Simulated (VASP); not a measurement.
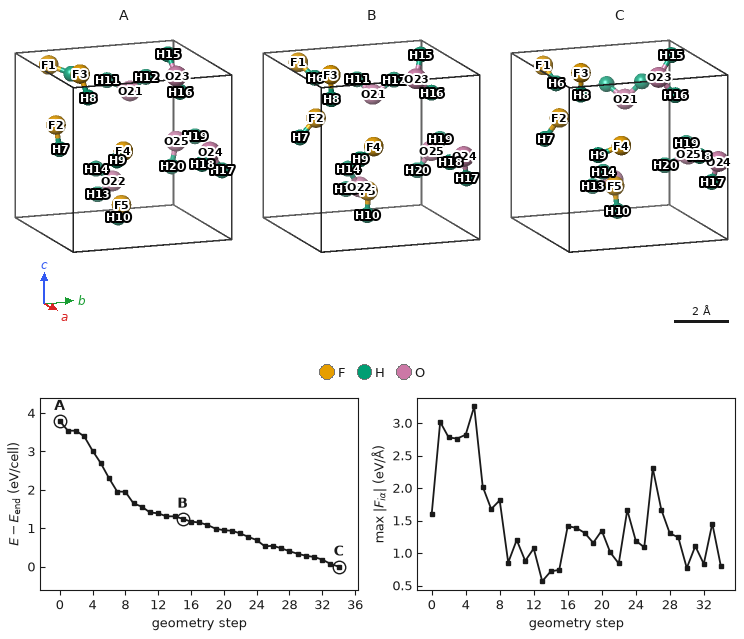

Frames of a relaxation of an amorphous cell of composition H$_{3}$OF, marked on the history of the run. A ball-and-stick model of the cell of the calculation, seen slightly off an axis.

The run lets the atoms move in a fixed cell.

Computed with Kohn-Sham DFT of a periodic cell, PBE with D3(BJ), VASP PAW PBE potentials, recommended in VASP.

Input file:
```
SYSTEM = H3OF
ALGO = Normal ; EDIFF = 1E-6
EDIFFG = -0.3 ; ENCUT = 520
GGA = PE ; IBRION = 2
ISIF = 2 ; ISMEAR = -1
IVDW = 12 ; LASPH = .True.
LCHARG = .False. ; LREAL = Auto
LWAVE = .False. ; NELM = 80
NSW = 35 ; PREC = Accurate
SIGMA = 0.05
```

Launched with:
```bash
cat potpaw_PBE.64/F/POTCAR potpaw_PBE.64/H/POTCAR potpaw_PBE.64/O/POTCAR > POTCAR
mpirun -np 1 vasp_gam > vasp.out
```

What happens along the run?

The relaxation stopped without meeting its thresholds, so the last structure isn't shown to be converged. After 34 geometry steps the energy has fallen by 3.792 eV per cell of the calculation. Largest force component: 1.6 eV/Å at the start, 0.8 eV/Å at the end. The atom that moves furthest is F5 (0.81 Å roughly along [−1 0 1]). By element the largest moves are F 0.81 Å, O 0.80 Å, H 0.70 Å. The cell doesn't change. Some distances before and after: F2–H7 0.934 → 1.055 Å, F1–H6 0.934 → 0.959 Å, F3–H8 0.934 → 0.951 Å, H11–O21 0.969 → 0.985 Å. Among the angles between lasting bonds that change: H17–O24–H18 104.0° → 110.0°, H11–O21–H12 104.0° → 101.1°. From step 0 to 15: F5 moves most (0.65 Å), energy −2.545 eV per cell of the calculation. From step 15 to 34: H20 moves most (0.53 Å), energy −1.247 eV per cell of the calculation.

```tsv
step	E − E(0), meV/atom	largest force component, eV/Å
0	0.00	1.5959
1	-9.98	3.0168
2	-10.10	2.7776
3	-16.09	2.7613
4	-30.86	2.8207
5	-43.78	3.2548
6	-59.35	2.0223
7	-73.38	1.6763
8	-73.68	1.8111
9	-85.82	0.8535
10	-89.12	1.2004
11	-95.21	0.8790
13	-99.23	0.5658
14	-99.26	0.7174
15	-101.79	0.7403
16	-104.73	1.4136
18	-108.20	1.3091
19	-112.11	1.1566
20	-113.73	1.3451
21	-114.27	1.0089
23	-120.68	1.6605
24	-123.93	1.1902
25	-130.48	1.0878
26	-129.93	2.3039
28	-135.57	1.3026
29	-138.24	1.2417
30	-140.29	0.7686
31	-141.59	1.1059
33	-148.75	1.4542
34	-151.68	0.8024
```

Limits of the set-up: the periodic images lie only 6.3 Å apart, so the values are limited by the cell's size.
